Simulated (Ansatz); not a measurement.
**Run report: ZnO, geometry relaxation (part 3 of 3)**

The same run, continued: ZnO (slab, 24 atoms in the cell); DFT PBE+D3(BJ), scalar-relativistic, plane waves, PAW, no spin polarisation (Ansatz 0.2.0); cutoff 420 eV, 3×3×1 k-mesh, Gaussian smearing of 0.05 eV. The structure derives from an entry of the Crystallography Open Database. The input holds or restrains some coordinates. Forces given for the steps count only the free coordinates. It belongs to a series of runs on one base structure; here: clean slab, lower planes held.

Geometry of the input (Å; fractional positions):
```
6.5095  0.0000  0.0000
0.0000  5.2564  0.0000
0.0000  0.0000  22.5769
Zn 0.5000  0.9984  0.3543
Zn 0.0000  0.9984  0.3543
O  0.5000  0.6195  0.3543
O  0.0000  0.6195  0.3543
Zn 0.7500  0.4984  0.3960
Zn 0.2500  0.4984  0.3960
O  0.7500  0.1195  0.3960
O  0.2500  0.1195  0.3960
Zn 0.7500  0.9984  0.4792
Zn 0.2500  0.9984  0.4792
O  0.7500  0.6195  0.4792
O  0.2500  0.6195  0.4792
Zn 0.0000  0.4984  0.5208
Zn 0.5000  0.4984  0.5208
O  0.0000  0.1195  0.5208
O  0.5000  0.1195  0.5208
Zn 0.0000  0.9984  0.6040
Zn 0.5000  0.9984  0.6040
O  0.0000  0.6195  0.6040
O  0.5000  0.6195  0.6040
Zn 0.2500  0.4984  0.6457
Zn 0.7500  0.4984  0.6457
O  0.2500  0.1195  0.6457
O  0.7500  0.1195  0.6457
```

Trajectory as extended XYZ (Å, eV, eV/Å), 5 frames, from step=1 to step=5:
```
24
Lattice="6.5095 0.0000 0.0000 0.0000 5.2564 0.0000 0.0000 0.0000 22.5769" Properties=species:S:1:pos:R:3:forces:R:3 step=1 energy=-46641.11853
Zn    3.2547    5.2479    8.0000    0.0000  -1.3514   1.1372
Zn    0.0000    5.2479    8.0000    0.0000  -1.3514   1.1372
O     3.2547    3.2564    8.0000    0.0000   0.7169   0.1193
O     0.0000    3.2564    8.0000    0.0000   0.7169   0.1193
Zn    4.8821    2.6197    8.9396    0.0000   0.6799  -0.7701
Zn    1.6274    2.6197    8.9396    0.0000   0.6799  -0.7701
O     4.8821    0.6282    8.9396    0.0000   0.0637  -0.9443
O     1.6274    0.6282    8.9396    0.0000   0.0637  -0.9443
Zn    4.8821    5.2479   10.8187    0.0000  -0.1248   0.2911
Zn    1.6274    5.2479   10.8187    0.0000  -0.1248   0.2911
O     4.8821    3.2564   10.8187    0.0000   0.0157   0.4489
O     1.6274    3.2564   10.8187    0.0000   0.0157   0.4489
Zn    0.0000    2.6197   11.7583    0.0000  -0.1248  -0.2911
Zn    3.2547    2.6197   11.7583    0.0000  -0.1248  -0.2911
O     0.0000    0.6282   11.7583    0.0000   0.0157  -0.4489
O     3.2547    0.6282   11.7583    0.0000   0.0157  -0.4489
Zn    0.0000    5.2479   13.6374    0.0000   0.6799   0.7701
Zn    3.2547    5.2479   13.6374    0.0000   0.6799   0.7701
O     0.0000    3.2564   13.6374    0.0000   0.0637   0.9443
O     3.2547    3.2564   13.6374    0.0000   0.0637   0.9443
Zn    1.6274    2.6197   14.5769    0.0000  -1.3514  -1.1372
Zn    4.8821    2.6197   14.5769    0.0000  -1.3514  -1.1372
O     1.6274    0.6282   14.5769    0.0000   0.7169  -0.1193
O     4.8821    0.6282   14.5769    0.0000   0.7169  -0.1193
24
Lattice="6.5095 0.0000 0.0000 0.0000 5.2564 0.0000 0.0000 0.0000 22.5769" Properties=species:S:1:pos:R:3:forces:R:3 step=2 energy=-46641.54288
Zn    3.2547    5.2479    8.0000    0.0000  -1.3530   1.1326
Zn    0.0000    5.2479    8.0000    0.0000  -1.3530   1.1326
O     3.2547    3.2564    8.0000    0.0000   0.7181   0.1222
O     0.0000    3.2564    8.0000    0.0000   0.7181   0.1222
Zn    4.8821    2.6197    8.9396    0.0000   0.6798  -0.7873
Zn    1.6274    2.6197    8.9396    0.0000   0.6798  -0.7873
O     4.8821    0.6282    8.9396    0.0000   0.0629  -0.9436
O     1.6274    0.6282    8.9396    0.0000   0.0629  -0.9436
Zn    4.8821    5.2479   10.8187    0.0000  -0.1578   0.2651
Zn    1.6274    5.2479   10.8187    0.0000  -0.1578   0.2651
O     4.8821    3.2564   10.8187    0.0000   0.0338   0.3820
O     1.6274    3.2564   10.8187    0.0000   0.0338   0.3820
Zn    0.0000    2.6175   11.7446    0.0000  -0.0344  -0.2947
Zn    3.2547    2.6175   11.7446    0.0000  -0.0344  -0.2947
O     0.0000    0.6281   11.7503    0.0000   0.0305  -0.2848
O     3.2547    0.6281   11.7503    0.0000   0.0305  -0.2848
Zn    0.0000    5.2791   13.6565    0.0000   0.2701   0.5711
Zn    3.2547    5.2791   13.6565    0.0000   0.2701   0.5711
O     0.0000    3.2792   13.6235    0.0000  -0.0935   0.6794
O     3.2547    3.2792   13.6235    0.0000  -0.0935   0.6794
Zn    1.6274    2.5350   14.4429    0.0000  -0.8346  -0.6249
Zn    4.8821    2.5350   14.4429    0.0000  -0.8346  -0.6249
O     1.6274    0.6013   14.5950    0.0000   0.6777  -0.2173
O     4.8821    0.6013   14.5950    0.0000   0.6777  -0.2173
24
Lattice="6.5095 0.0000 0.0000 0.0000 5.2564 0.0000 0.0000 0.0000 22.5769" Properties=species:S:1:pos:R:3:forces:R:3 step=3 energy=-46641.77136
Zn    3.2547    5.2479    8.0000    0.0000  -1.3454   1.1328
Zn    0.0000    5.2479    8.0000    0.0000  -1.3454   1.1328
O     3.2547    3.2564    8.0000    0.0000   0.7154   0.1329
O     0.0000    3.2564    8.0000    0.0000   0.7154   0.1329
Zn    4.8821    2.6197    8.9396    0.0000   0.6663  -0.8277
Zn    1.6274    2.6197    8.9396    0.0000   0.6663  -0.8277
O     4.8821    0.6282    8.9396    0.0000   0.0638  -0.9640
O     1.6274    0.6282    8.9396    0.0000   0.0638  -0.9640
Zn    4.8821    5.2479   10.8187    0.0000  -0.1367   0.3001
Zn    1.6274    5.2479   10.8187    0.0000  -0.1367   0.3001
O     4.8821    3.2564   10.8187    0.0000   0.0689   0.2972
O     1.6274    3.2564   10.8187    0.0000   0.0689   0.2972
Zn    0.0000    2.6186   11.7174    0.0000  -0.0065  -0.0364
Zn    3.2547    2.6186   11.7174    0.0000  -0.0065  -0.0364
O     0.0000    0.6258   11.7430    0.0000   0.0323  -0.0601
O     3.2547    0.6258   11.7430    0.0000   0.0323  -0.0601
Zn    0.0000    5.2928   13.7035    0.0000  -0.2693   0.1352
Zn    3.2547    5.2928   13.7035    0.0000  -0.2693   0.1352
O     0.0000    3.2715   13.6462    0.0000   0.1986   0.0393
O     3.2547    3.2715   13.6462    0.0000   0.1986   0.0393
Zn    1.6274    2.4374   14.2894    0.0000   0.5671  -0.1845
Zn    4.8821    2.4374   14.2894    0.0000   0.5671  -0.1845
O     1.6274    0.6330   14.5690    0.0000  -0.5547   0.0355
O     4.8821    0.6330   14.5690    0.0000  -0.5547   0.0355
24
Lattice="6.5095 0.0000 0.0000 0.0000 5.2564 0.0000 0.0000 0.0000 22.5769" Properties=species:S:1:pos:R:3:forces:R:3 step=4 energy=-46641.80531
Zn    3.2547    5.2479    8.0000    0.0000  -1.3391   1.1347
Zn    0.0000    5.2479    8.0000    0.0000  -1.3391   1.1347
O     3.2547    3.2564    8.0000    0.0000   0.7125   0.1374
O     0.0000    3.2564    8.0000    0.0000   0.7125   0.1374
Zn    4.8821    2.6197    8.9396    0.0000   0.6623  -0.8565
Zn    1.6274    2.6197    8.9396    0.0000   0.6623  -0.8565
O     4.8821    0.6282    8.9396    0.0000   0.0656  -0.9844
O     1.6274    0.6282    8.9396    0.0000   0.0656  -0.9844
Zn    4.8821    5.2479   10.8187    0.0000  -0.1521   0.3240
Zn    1.6274    5.2479   10.8187    0.0000  -0.1521   0.3240
O     4.8821    3.2564   10.8187    0.0000   0.0627   0.2653
O     1.6274    3.2564   10.8187    0.0000   0.0627   0.2653
Zn    0.0000    2.5979   11.6914    0.0000   0.0195   0.0028
Zn    3.2547    2.5979   11.6914    0.0000   0.0195   0.0028
O     0.0000    0.6191   11.7386    0.0000  -0.0331   0.0922
O     3.2547    0.6191   11.7386    0.0000  -0.0331   0.0922
Zn    0.0000    5.2411   13.7401    0.0000   0.0190  -0.1055
Zn    3.2547    5.2411   13.7401    0.0000   0.0190  -0.1055
O     0.0000    3.2571   13.6345    0.0000  -0.0032  -0.0155
O     3.2547    3.2571   13.6345    0.0000  -0.0032  -0.0155
Zn    1.6274    2.4276   14.2453    0.0000  -0.0891  -0.0016
Zn    4.8821    2.4276   14.2453    0.0000  -0.0891  -0.0016
O     1.6274    0.5910   14.5684    0.0000   0.0751   0.0076
O     4.8821    0.5910   14.5684    0.0000   0.0751   0.0076
24
Lattice="6.5095 0.0000 0.0000 0.0000 5.2564 0.0000 0.0000 0.0000 22.5769" Properties=species:S:1:pos:R:3:forces:R:3 step=5 energy=-46641.80820
Zn    3.2547    5.2479    8.0000    0.0000  -1.3415   1.1323
Zn    0.0000    5.2479    8.0000    0.0000  -1.3415   1.1323
O     3.2547    3.2564    8.0000    0.0000   0.7130   0.1363
O     0.0000    3.2564    8.0000    0.0000   0.7130   0.1363
Zn    4.8821    2.6197    8.9396    0.0000   0.6658  -0.8553
Zn    1.6274    2.6197    8.9396    0.0000   0.6658  -0.8553
O     4.8821    0.6282    8.9396    0.0000   0.0653  -0.9748
O     1.6274    0.6282    8.9396    0.0000   0.0653  -0.9748
Zn    4.8821    5.2479   10.8187    0.0000  -0.1595   0.3115
Zn    1.6274    5.2479   10.8187    0.0000  -0.1595   0.3115
O     4.8821    3.2564   10.8187    0.0000   0.0507   0.2515
O     1.6274    3.2564   10.8187    0.0000   0.0507   0.2515
Zn    0.0000    2.5978   11.6914    0.0000   0.0094   0.0075
Zn    3.2547    2.5978   11.6914    0.0000   0.0094   0.0075
O     0.0000    0.6149   11.7420    0.0000   0.0038   0.0007
O     3.2547    0.6149   11.7420    0.0000   0.0038   0.0007
Zn    0.0000    5.2359   13.7216    0.0000  -0.0060   0.0186
Zn    3.2547    5.2359   13.7216    0.0000  -0.0060   0.0186
O     0.0000    3.2490   13.6311    0.0000   0.0085  -0.0213
O     3.2547    3.2490   13.6311    0.0000   0.0085  -0.0213
Zn    1.6274    2.4131   14.2386    0.0000  -0.0110   0.0109
Zn    4.8821    2.4131   14.2386    0.0000  -0.0110   0.0109
O     1.6274    0.5821   14.5626    0.0000   0.0016  -0.0178
O     4.8821    0.5821   14.5626    0.0000   0.0016  -0.0178
```

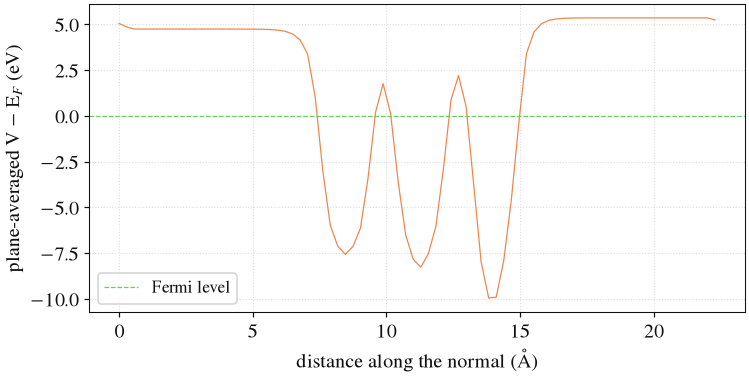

**Figure 1.** Plane average of the electrostatic potential energy of an electron across the cell, from the Fermi level. The vacuum level lies 5.35 eV above the Fermi level on the upper side and 4.73 eV on the lower.

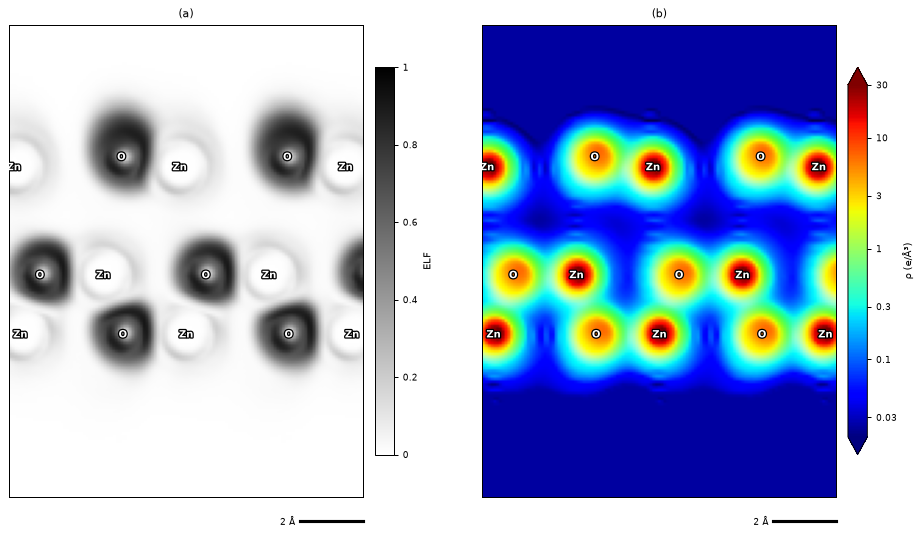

**Figure 2.** (a) ELF; (b) valence charge density (pseudo) on the (100) plane of the calculation cell, a cut from vacuum to vacuum. The section cuts through Zn and O sites. Zn–O (1.86 Å): ρ is about 0.8 e/Å³ halfway; the ELF is about 0.35 at the midpoint. Zn–O (1.98 Å): ρ is about 0.58 e/Å³ halfway; the ELF is about 0.25 at the midpoint. The density dies away to nearly zero in the vacuum. Core electrons are frozen (PAW), so the fields are smoothed inside the atomic spheres.

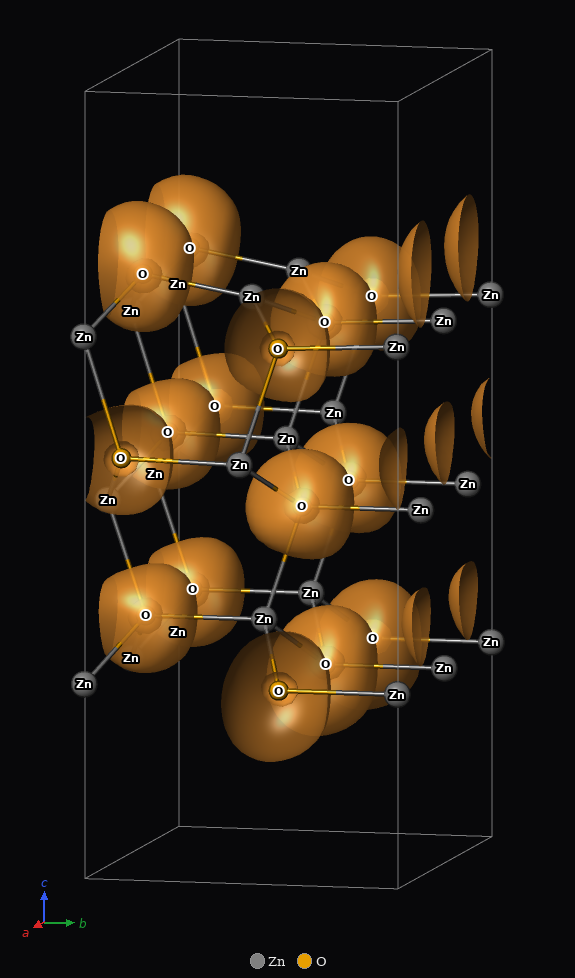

**Figure 3.** Isosurface of the ELF at 0.6 (orange), seen slightly off an axis. Only the valence region is drawn (cores and ρ < 0.01 e/Å³ removed). Sticks mark near contacts. Values along the shortest contacts: Zn–O (1.86 Å): the ELF is about 0.35 at the midpoint. Zn–O (1.93 Å): the ELF is about 0.25 at the midpoint.

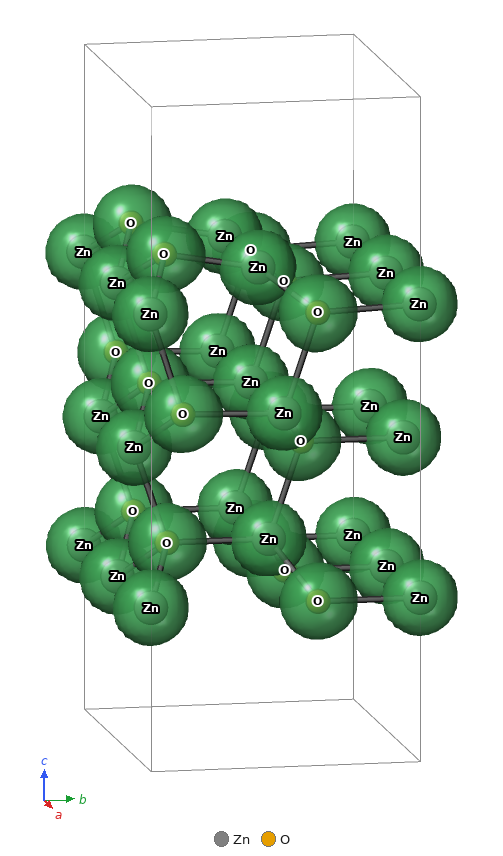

**Figure 4.** Isosurface of the valence charge density (pseudo) at 1 e/Å³ (green), seen slightly off an axis. Sticks mark near contacts. At this value the density breaks into separate islands; it holds about 70 % of the electrons treated as valence. It is pinched off along the Zn–O (1.86 Å), Zn–O (1.93 Å), Zn–O (1.97 Å) and Zn–O (2.05 Å) contacts. On the grid the lowest density along these lines, outside the cores, is 0.8 e/Å³ (Zn–O, 1.86 Å), 0.66 e/Å³ (Zn–O, 1.93 Å), 0.6 e/Å³ (Zn–O, 1.97 Å) and 0.51 e/Å³ (Zn–O, 2.05 Å).

Results in brief:

```json
{"quantity": "outcome", "value": "converged under the restraints of the input"}
{"quantity": "electrons treated", "value": "216"}
{"quantity": "free energy", "value": "−46641.8082 eV"}
{"quantity": "work function, top face", "value": "5.35 eV"}
{"quantity": "work function, bottom face", "value": "4.73 eV"}
{"quantity": "Fermi energy", "value": "−0.304 eV"}
{"quantity": "gap on the k-point mesh", "value": "0.71 eV"}
{"quantity": "final volume", "value": "772.51 Å³"}
{"quantity": "work function (upper face)", "value": "5.35 eV"}
{"quantity": "largest force (length of the vector) at the end, held atoms and coordinates included", "value": "1.755 eV/Å"}
{"quantity": "hardware", "value": "4 threads of Intel Xeon (Granite Rapids), 16 GiB of memory available, shared host"}
{"quantity": "wall time", "value": "40 s (CPU time 2.3 min)"}
{"quantity": "peak memory", "value": "2 GiB"}
```

The program warns: the exchange-correlation potential is rough where the density is thin.
